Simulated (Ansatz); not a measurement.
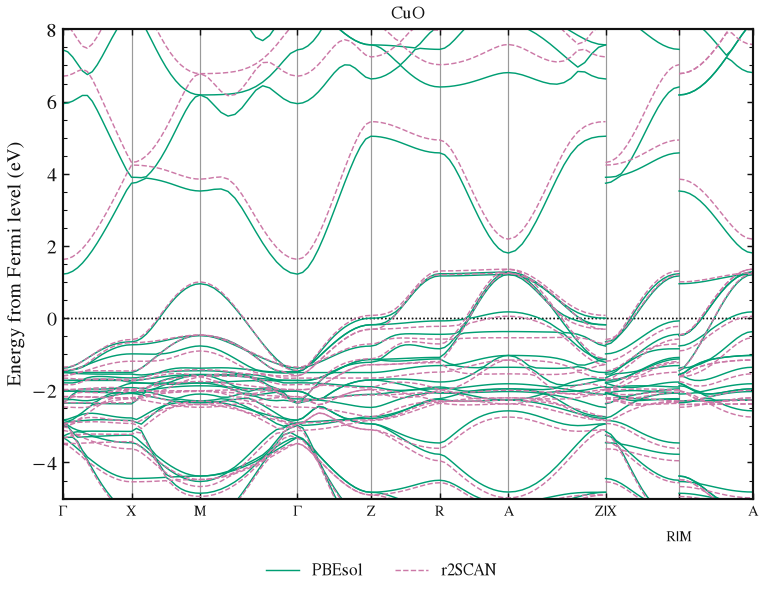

Band structures of CuO, space group P4/mmm (No. 123), 6 atoms in the cell (a = 4.161 Å, c = 3.888 Å (tetragonal axes)), by two methods on the same cell. Each is counted from its own Fermi level.

> What changes from one method to the other?

Both give a metal. Levels within 1 eV of the Fermi level in either run differ by 0.08 eV on average and by 0.20 eV at most (between Γ and X). Filled levels 1 to 5 eV under it lie 0.13 eV deeper on average in r2SCAN than in PBEsol.

Settings. PBEsol: Ansatz PAW, no spin polarisation, no spin-orbit coupling, 7×7×7 k mesh, 420 eV cutoff, Fermi-Dirac smearing of 0.05 eV (Ansatz). r2SCAN: Ansatz PAW, no spin polarisation, no spin-orbit coupling, 7×7×7 k mesh, 500 eV cutoff, Fermi-Dirac smearing of 0.05 eV (Ansatz 0.2.0).

The cell is at −6 GPa in PBEsol and −5 GPa in r2SCAN. An odd number of electrons without spin polarisation forces a metal; a magnetic or distorted state may lie lower. The run has no spin polarisation, though such a crystal can be magnetic. Semilocal functionals often make such compounds metallic where correlation or magnetic order opens a gap, which also shifts bond lengths. The PAW data sets were made with another functional. The usual form of CuO is monoclinic.
